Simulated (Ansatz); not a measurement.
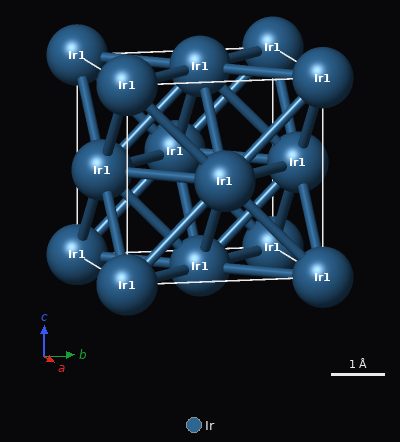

The input geometry (ball-and-stick view of the cell 4 times as large as that of the calculation, set on its symmetry axes, seen slightly off an axis; atoms are numbered from 1 in the order of the input). Near neighbours in the crystal (not all of them lie inside the picture): Ir has 12 Ir at 2.73 Å.

Ir: single-point calculation

Ir (Fm-3m, 1 atom in the cell), computed with DFT, LDA, plane waves, PAW, no spin polarisation (Ansatz 0.2.0).

The structure derives from an entry of the Crystallography Open Database. Figures and captions count atoms from 1; the log counts them from 0 in places.

## Log
```
Engine: ansatz 0.2.0, x86_64-unknown-linux-gnu
Pseudopotentials: kind: paw
Pseudopotential: Ir, paw, valence charge 17, recommended cutoff 420 eV (normal), Ir.paw.azcp
Functional definition: SPW92
  exchange = slater_x
  correlation = pw_c
Crystal: 1 atoms, lattice volume = 14.352 Å³
Basis set: ecut = 420 eV, 283 PW (Γ)
Bands: 13, of which v1, the nominal top of the filled ones, is band 9 counted from 1 (8 counted from 0)
Symmetry: 48 space group operations
Space group: Fm-3m (ITA 225), of the structure as read, at distance tolerance 2.4e-5 Å
k-points: 256 of 8000
Non-local potential: Ir, projectors of the file, l = 0: 3, l = 1: 2, l = 2: 2, l = 3: 1
PAW form: soft (Blöchl's): semilocal exchange-correlation on the pseudo side does not see the compensation charge
PAW frozen core: Ir, regenerated for the run's functional, and the local potential with it (the file was generated under x = pbe(κ = 0.804, μ = 0.2195149727645171), c = pbe(β = 0.06672455060314922))
PAW one-centre angular grid: Ir, 590 points (default); XC on 64 Gauss nodes
Initial density: superposition of atomic densities (neutral atoms: chi_scale 0, normalization atom), corrected by the library's trained network
Initial wavefunctions: pseudopotential atomic-orbital guess
Functional: x = slater, c = lda
SCF iter   1: F=—  HF=-11663.378316 eV  |F-HF|=—  |Δ(HF+E_count)|=         —  Δρ=5.80e-3  dr2=7.78e-4  ethr=1.77e-3  ⟨swp⟩=5.1  Hψ=17172  notcnv=0
preconditioner: auto → none  [metal: Δε(μ)=0.014 eV  Ē_g=14.056 eV  σ=0.050 eV  W_gap=0.07  n_scr=0 (ndim 8)  ℏωp=29.4 eV  f_vac=0.000  D(μ)=0.61/eV (n_scr^D=0)]
SCF iter   2: F=—  HF=-11663.378398 eV  |F-HF|=—  |Δ(HF+E_count)|=   8.15e-5  Δρ=2.90e-3  dr2=1.83e-4  ethr=4.58e-6  ⟨swp⟩=1.9  Hψ=6153  notcnv=0
SCF iter   3: F=—  HF=-11663.378489 eV  |F-HF|=—  |Δ(HF+E_count)|=   9.10e-5  Δρ=2.61e-4  dr2=4.79e-6  ethr=1.07e-6  ⟨swp⟩=1.2  Hψ=3618  notcnv=0
SCF iter   4: F=—  HF=-11663.378484 eV  |F-HF|=—  |Δ(HF+E_count)|=   5.05e-6  Δρ=8.30e-5  dr2=4.13e-7  ethr=2.82e-8  ⟨swp⟩=2.2  Hψ=5208  notcnv=0
iter 5 did not close the SCF: its close was put off for the readings that it lacked (scf_convergence_deferred on its scf_iter line)
SCF iter   5: F=-11663.378483 eV  HF=-11663.378483 eV  |F-HF|=2.66e-8  |Δ(HF+E_count)|=   1.27e-7  Δρ=1.83e-5  dr2=3.51e-8  ethr=2.43e-9  ⟨swp⟩=2.1  Hψ=4339  notcnv=0
SCF iter   6: F=-11663.378483 eV  HF=-11663.378483 eV  |F-HF|=5.49e-9  |Δ(HF+E_count)|=   8.19e-9  Δρ=8.57e-6  dr2=7.43e-9  ethr=2.07e-10  ⟨swp⟩=2.0  Hψ=9969  notcnv=0
SCF 1 converged in 6 iterations: F = -11663.378483 eV  dr2 = 7.43e-9
  greatest PAW one-centre occupation: 1.000 electrons in one spin orbital (limit 2), on the Ir atom at site 0 (counted from 0), in its partial waves of l = 0
```

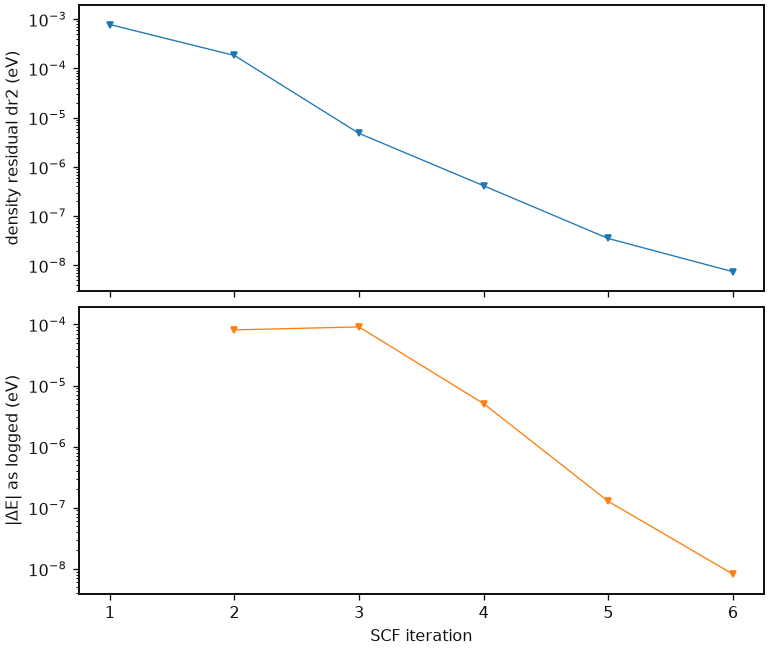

Convergence of the self-consistent field: density residual dr2 and size of the energy change against the SCF iteration. The residual falls at every step.

```
SCF converged after 6 iterations
Free energy (F): -11663.378483 eV
Harris-Foulkes:  -11663.378483 eV  (|F-HF|=5.49e-9)
Internal energy: -11663.373043 eV  (E = F + TS)
E sigma→0 (E₀):  -11663.375763 eV
Entropy (-TS):   -0.005440 eV (-5.440 meV/atom)
Fermi energy:    24.956016 eV
--- Per-component energies (eV) ---
  E_band       = -95.509256
  E_kinetic    = 622.922110
  E_local      = -1087.505608  (includes V_loc(G=0)·N_el)
  E_nonlocal   = 79.634998
  E_hartree    = 413.641762
  E_xc         = -266.332452
  E_vxc        = -299.769062  (∫ρ·V_xc dr)
  E_paw        = -8953.147605  (= ΣΔE_a)
  E_vpaw       = -238.078507  (= ΣTr[D̂ρ^β])
  E_aug_tail   = 0.000041  (compensation charges beyond the density's cutoff)
  E_ewald      = -2472.997892
  E_core_change = 0.411602  (= ΣΔE_core)
  E_smearing   = -0.005440  (= −TS)
  E_closure    = 0.000000  (closes the sum)
  Σ components = -11663.378483   (vs F -11663.378483, Δ=0.00e0)
--- Forces (eV/Å), atoms counted from 1 ---
  atom   1  Ir     0.00000000    -0.00000000     0.00000000
  max |Σ_I F_I| component: 1.56e-31 eV/Å
--- Stress (GPa, compression-positive) ---
      -13.579968       0.000000       0.000000
        0.000000     -13.579968       0.000000
        0.000000       0.000000     -13.579968
  P = ⅓ Tr σ = -13.5800 GPa (-135.800 kbar)
--- Band table (eV; the first three rows and the last of 256) ---
  k-point 0: bands = ["-67.9092", "-24.3226", "-24.3226", "-24.3226", "14.0013", "21.1753", "21.1753", "21.1753", "23.8379", "23.8379", "38.7025", "44.0795", "44.0795"]
  k-point 1: bands = ["-67.9077", "-24.3417", "-24.3252", "-24.3252", "14.1120", "21.1163", "21.2232", "21.2232", "23.8063", "23.8063", "38.8937", "43.5496", "44.2627"]
  k-point 2: bands = ["-67.9034", "-24.3970", "-24.3328", "-24.3328", "14.4352", "20.9599", "21.3525", "21.3525", "23.7318", "23.7318", "39.4296", "42.4054", "44.8003"]
  k-point 255: bands = ["-67.8275", "-24.8199", "-24.8199", "-24.6092", "18.8787", "20.2147", "20.2147", "23.2316", "26.4488", "32.9284", "33.9281", "33.9281", "38.1893"]
```

This output came from the following input.

## Input file
```yaml
crystal:
  lattice:
    - [0.0, 1.9288221311, 1.9288221311]
    - [1.9288221311, 0.0, 1.9288221311]
    - [1.9288221311, 1.9288221311, 0.0]
  atoms:
    - { symbol: Ir, position: [0.0, 0.0, 0.0] }
basis:
  ecutwfc: 420
kpoints:
  mp_grid: { grid: [20, 20, 20] }
hamiltonian:
  xc: lda
scf:
  occupations: { method: fermi_dirac, width: 0.05 }
output:
  forces: true
  eigenvalues: true
  stress: true
```

Run as:
```bash
ansatz run input.yaml --threads 1 --pin off --max-ram 3072MiB --backend cpu --events-out ev --progress --plain --runs-dir out
```

## Results in brief

```tsv
quantity	value
outcome	converged
space group (tolerance 0.01 Å)	Fm-3m (225)
electrons treated	17
free energy	−11663.3785 eV
Fermi energy	24.956 eV
gap on the k-point mesh	none (metallic)
pressure	−13.58 GPa
largest force (length of the vector)	under 0.001 eV/Å
hardware	1 thread of Intel Xeon (Granite Rapids), 32 GiB of memory available, shared host
wall time	1.4 s
peak memory	0.34 GiB
```

## Remarks

Settings chosen away from the usual ones: scf.occupations.width set to 0.05 (from 0.15); hamiltonian.xc set to lda (from pbesol). Results for this metal are sensitive to the k-point mesh. Spin–orbit coupling is left out, which matters for Ir. The cell is under a tension of 13.6 GPa at this level, so it is not at its equilibrium volume.
